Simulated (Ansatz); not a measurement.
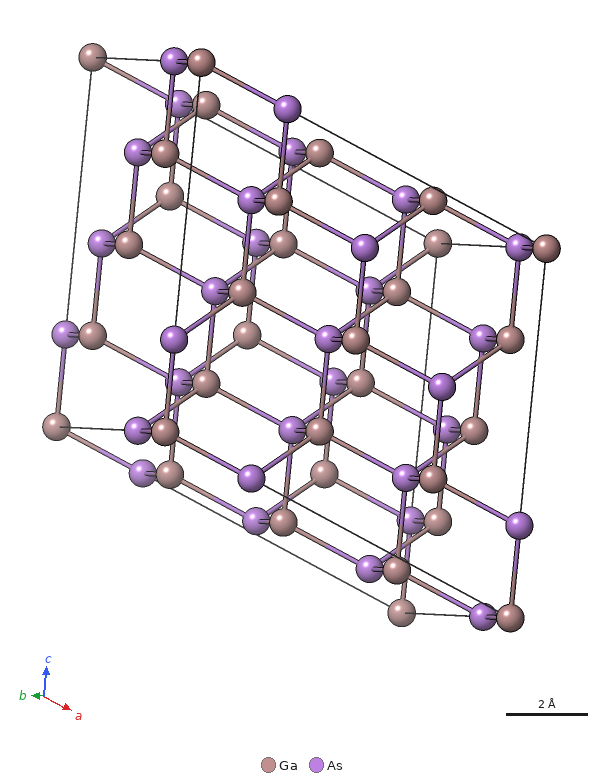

The input geometry (ball-and-stick view of the cell of the calculation, seen at an oblique angle).

## Single-point calculation of GaAs (part 1 of 2)

System: GaAs (F-43m, 32 atoms in the cell).
Method: DFT PBEsol, scalar-relativistic, plane waves, PAW, no spin polarisation (Ansatz 0.2.0).

The structure derives from a Materials Project entry. It belongs to a series of runs on one base structure; here: the perfect crystal in a cell of 32 atoms.

## Log
```
Engine: ansatz 0.2.0, x86_64-unknown-linux-gnu
Pseudopotentials: kind: paw
Pseudopotential: Ga, paw, valence charge 13, recommended cutoff 420 eV (normal), Ga.paw.azcp
Pseudopotential: As, paw, valence charge 15, recommended cutoff 420 eV (normal), As.paw.azcp
Functional definition: PBEsol
  exchange = pbesol_x
  correlation = pbesol_c
Crystal: 32 atoms, lattice volume = 724.499 Å³
Basis set: ecut = 420 eV, 14171 PW (Γ), exchange–correlation on 144×144×144 points (8 copies of the dense FFT grid, shifted against one another)
Bands: 269, of which v1, the nominal top of the filled ones, is band 224 counted from 1 (223 counted from 0)
Symmetry: 384 space group operations
Space group: F-43m (ITA 216), of the structure as read, at distance tolerance 9.0e-5 Å
k-points: 4 of 27 (time reversal used)
Non-local potential: Ga, projectors of the file, l = 0: 2, l = 1: 2, l = 2: 3, l = 3: 1
Non-local potential: As, projectors of the file, l = 0: 2, l = 1: 2, l = 2: 3, l = 3: 1
PAW form: soft (Blöchl's): semilocal exchange-correlation on the pseudo side does not see the compensation charge
PAW frozen core: Ga, regenerated for the run's functional, and the local potential with it (the file was generated under x = pbe(κ = 0.804, μ = 0.2195149727645171), c = pbe(β = 0.06672455060314922))
PAW frozen core: As, regenerated for the run's functional, and the local potential with it (the file was generated under x = pbe(κ = 0.804, μ = 0.2195149727645171), c = pbe(β = 0.06672455060314922))
PAW one-centre angular grid: Ga, 590 points (default); XC on 64 Gauss nodes
PAW one-centre angular grid: As, 590 points (default); XC on 64 Gauss nodes
Initial density: superposition of atomic densities (neutral atoms: chi_scale 0, normalization atom), corrected by the library's trained network
Initial wavefunctions: pseudopotential atomic-orbital guess
Functional: x = pbesol(κ = 0.804, μ = 0.12345679012345678), c = pbesol(β = 0.046)
SCF iter   1: F=—  HF=-136909.795032 eV  |F-HF|=—  |Δ(HF+E_count)|=         —  Δρ=3.46e-3  dr2=1.35e-1  ethr=1.77e-3  ⟨swp⟩=6.0  Hψ=3531  notcnv=0  defer=8
preconditioner: auto → Resta (q_TF=auto, 2.518 Å⁻¹)  ε∞=3.6  [insulator: Δε(μ)=0.412 eV  Ē_g=14.382 eV  σ=0.020 eV  W_gap=1.00  n_scr=200 (ndim 8)  ℏωp=23.4 eV  f_vac=0.091  D(μ)=0.00/eV (n_scr^D=0)  ε∞_Penn≈3.6]
SCF iter   2: F=—  HF=-136909.741127 eV  |F-HF|=—  |Δ(HF+E_count)|=   5.39e-2  Δρ=1.71e-3  dr2=3.36e-2  ethr=3.01e-5  ⟨swp⟩=2.5  Hψ=1825  notcnv=0  defer=157
SCF iter   3: F=—  HF=-136909.737088 eV  |F-HF|=—  |Δ(HF+E_count)|=   4.04e-3  Δρ=5.56e-4  dr2=4.14e-3  ethr=7.50e-6  ⟨swp⟩=2.0  Hψ=1188  notcnv=0  defer=157
SCF iter   4: F=—  HF=-136909.737608 eV  |F-HF|=—  |Δ(HF+E_count)|=   5.20e-4  Δρ=2.00e-4  dr2=5.20e-4  ethr=9.24e-7  ⟨swp⟩=2.2  Hψ=1723  notcnv=0  defer=157
SCF iter   5: F=—  HF=-136909.737825 eV  |F-HF|=—  |Δ(HF+E_count)|=   2.17e-4  Δρ=1.29e-4  dr2=8.02e-5  ethr=1.16e-7  ⟨swp⟩=2.0  Hψ=1495  notcnv=0  defer=157
SCF iter   6: F=—  HF=-136909.737925 eV  |F-HF|=—  |Δ(HF+E_count)|=   9.94e-5  Δρ=3.09e-5  dr2=3.79e-6  ethr=1.79e-8  ⟨swp⟩=2.0  Hψ=1495  notcnv=0  defer=157
SCF iter   7: F=—  HF=-136909.737931 eV  |F-HF|=—  |Δ(HF+E_count)|=   6.60e-6  Δρ=1.01e-5  dr2=4.43e-7  ethr=8.47e-10  ⟨swp⟩=2.0  Hψ=1815  notcnv=0  defer=157
SCF iter   8: F=-136909.737932 eV  HF=-136909.737932 eV  |F-HF|=1.36e-8  |Δ(HF+E_count)|=   1.82e-7  Δρ=1.56e-6  dr2=1.27e-8  ethr=2.23e-11  ⟨swp⟩=12.5  Hψ=7753  notcnv=0
SCF 1 converged in 8 iterations: F = -136909.737932 eV  dr2 = 1.27e-8
  greatest PAW one-centre occupation: 0.999 electrons in one spin orbital (limit 2), on the As atom at site 31 (counted from 0), in its partial waves of l = 2
```

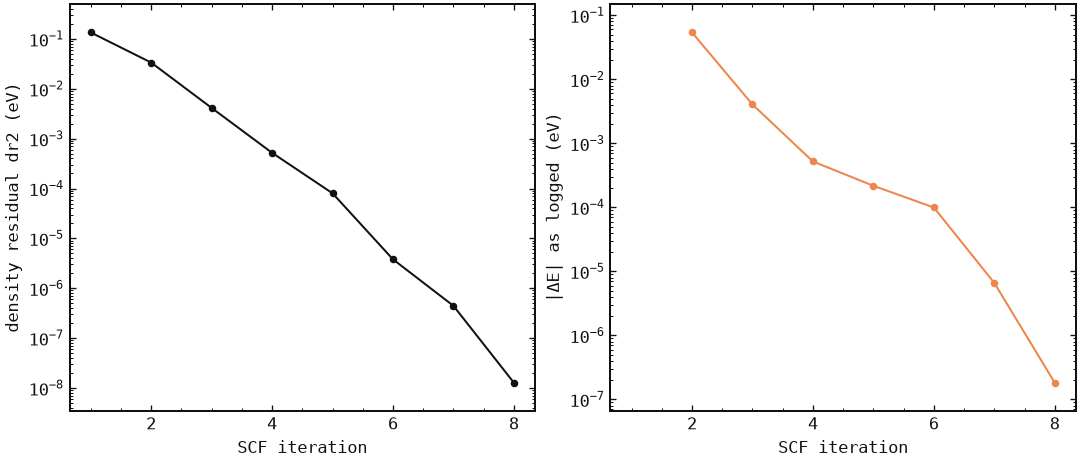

Convergence of the self-consistent field: density residual dr2 and size of the energy change against the SCF iteration. The residual falls at every step.

```
SCF converged after 8 iterations
Free energy (F): -136909.737932 eV
Harris-Foulkes:  -136909.737932 eV  (|F-HF|=1.36e-8)
Internal energy: -136909.737932 eV  (E = F + TS)
E sigma→0 (E₀):  -136909.737932 eV
Fermi energy:    8.231685 eV
--- Per-component energies (eV) ---
  E_band       = -5071.918754
  E_kinetic    = 3509.688090
  E_local      = -62753.549580  (includes V_loc(G=0)·N_el)
  E_nonlocal   = -3876.784727
  E_hartree    = 31568.143787
  E_xc         = -2355.642536
  E_vxc        = -2198.585122  (∫ρ·V_xc dr)
  E_paw        = -59883.672821  (= ΣΔE_a)
  E_vpaw       = -2888.954518  (= ΣTr[D̂ρ^β])
  E_aug_tail   = -0.002198  (compensation charges beyond the density's cutoff)
  E_ewald      = -43147.188451
  E_core_change = 29.270504  (= ΣΔE_core)
  E_smearing   = -0.000000  (= −TS)
  E_closure    = 0.000000  (closes the sum)
  Σ components = -136909.737932   (vs F -136909.737932, Δ=0.00e0)
--- Forces (eV/Å), atoms counted from 1 ---
  atom   1  Ga    -0.00000000     0.00000000     0.00000000
  atom   2  Ga    -0.00000000    -0.00000000    -0.00000000
  atom   3  Ga    -0.00000000     0.00000000     0.00000000
  atom   4  Ga    -0.00000000     0.00000000    -0.00000000
  atom   5  Ga    -0.00000000     0.00000000     0.00000000
  atom   6  Ga    -0.00000000     0.00000000     0.00000000
  atom   7  Ga    -0.00000000    -0.00000000    -0.00000000
  atom   8  Ga    -0.00000000     0.00000000     0.00000000
  atom   9  Ga    -0.00000000     0.00000000     0.00000000
  atom  10  Ga    -0.00000000     0.00000000    -0.00000000
  atom  11  Ga    -0.00000000     0.00000000    -0.00000000
  atom  12  Ga    -0.00000000     0.00000000     0.00000000
  atom  13  Ga    -0.00000000     0.00000000    -0.00000000
  atom  14  Ga    -0.00000000    -0.00000000    -0.00000000
  atom  15  Ga    -0.00000000     0.00000000    -0.00000000
  atom  16  Ga    -0.00000000     0.00000000     0.00000000
  atom  17  As     0.00000000     0.00000000    -0.00000000
  atom  18  As     0.00000000    -0.00000000     0.00000000
  atom  19  As     0.00000000    -0.00000000    -0.00000000
  atom  20  As     0.00000000    -0.00000000     0.00000000
  atom  21  As     0.00000000    -0.00000000    -0.00000000
  atom  22  As     0.00000000    -0.00000000    -0.00000000
  atom  23  As     0.00000000    -0.00000000    -0.00000000
  atom  24  As     0.00000000    -0.00000000     0.00000000
  atom  25  As     0.00000000    -0.00000000    -0.00000000
  atom  26  As     0.00000000    -0.00000000    -0.00000000
  atom  27  As     0.00000000    -0.00000000     0.00000000
  atom  28  As     0.00000000    -0.00000000    -0.00000000
  atom  29  As     0.00000000    -0.00000000    -0.00000000
  atom  30  As     0.00000000    -0.00000000    -0.00000000
  atom  31  As     0.00000000    -0.00000000    -0.00000000
  atom  32  As     0.00000000    -0.00000000    -0.00000000
  max |Σ_I F_I| component: 1.33e-16 eV/Å
--- Stress (GPa, compression-positive) ---
        0.021984      -0.000000      -0.000000
        0.000000       0.021984       0.000000
       -0.000000       0.000000       0.021984
  P = ⅓ Tr σ = 0.0220 GPa (0.220 kbar)
--- Band table (eV) ---
  k-point 0: bands = ["-27.1502", "-27.1502", "-27.1502", "-27.1494", "-27.1494", "-27.1494", "-27.1490", "-27.1490", "-27.1490", "-27.1490", ... 59 levels left out ..., "-27.1393", "-27.1393", "-27.1393", "-27.1393", "-27.1393", "-27.1393", "-27.1393", "-27.1393", "-27.1385", "-27.1385", "-27.1385", "-6.8734", "-6.8734", "-6.8734", "-6.8386", "-6.8386", "-6.8386", "-6.8386", "-6.8386", "-6.8386", "-6.8386", "-6.8386", "-6.8386", "-6.8386", "-6.8386", "-6.8386", "-6.7606", "-6.7606", "-6.7606",
      "-6.7373", "-6.7373", "-6.7373", "-6.7373", "-6.7373", "-6.7373", "-6.7373", "-6.7373", "-6.7373", "-6.7373", "-6.7373", "-6.7373", "-6.7353", "-6.7353", "-6.7353", "-6.7353", "-6.7353", "-6.7353", "-6.7353", "-6.7353", "-6.7353", "-6.7353", "-6.7353", "-6.7353", "-6.7112", "-6.7112", "-6.7112", "-6.7112", "-6.7112", "-6.7112", "-6.7079", "-6.7079", "-6.7079", "-6.6838", "-6.6838", "-6.6838", "-6.6838", "-6.6838", "-6.6838", "-6.6838",
      "-6.6838", "-6.6838", "-6.6838", "-6.6838", "-6.6838", "-6.6818", "-6.6818", "-6.6817", "-6.6817", "-6.6817", "-6.6817", "-6.6817", "-6.6817", "-6.6817", "-6.6817", "-6.6817", "-6.6817", "-6.6817", "-6.6817", "-6.6695", "-6.6695", "-6.6695", "-4.7176", "-3.0779", "-3.0779", "-3.0779", "-3.0779", "-3.0779", "-3.0779", "-3.0779", "-3.0779", "-3.0779", "-3.0779", "-3.0779", "-3.0779", "-2.2165", "-2.2165", "-2.2165", "1.1925", "1.1925",
      "1.1925", "2.3613", "2.3613", "2.3613", "2.3613", "2.3613", "2.3613", "2.3613", "2.3613", "2.3613", "2.3613", "2.3613", "2.3613", "4.6321", "4.6321", "4.6321", "4.6321", "4.6321", "4.6321", "4.6321", "4.6321", "4.6321", "4.6321", "4.6321", "4.6321", "5.3348", "5.3348", "5.3348", "5.3348", "5.3348", "5.3348", "6.7968", "6.7968", "6.7968", "6.7968", "6.7968", "6.7968", "6.7968", "6.7968", "6.7968",
      "6.7968", "6.7968", "6.7968", "8.0185", "8.0185", "8.0185", "8.4438", "9.3796", "9.3796", "9.3796", "9.6012", "9.6012", "9.6012", "10.6880", "10.6880", "10.6880", "10.6880", "10.6880", "10.6880", "10.6880", "10.6880", "10.6880", "10.6880", "10.6880", "10.6880", "11.7191", "11.7191", "11.7191", "13.5652", "13.5652", "13.5652", "13.5652", "13.5652", "13.5652", "13.5652", "13.5652", "13.5652", "13.5652", "13.5652", "13.5652",
      "13.6431", "13.6431", "13.6431", "13.6431", "13.6431", "13.6431", "13.6431", "13.6431", "13.6431", "13.6431", "13.6431"]
```
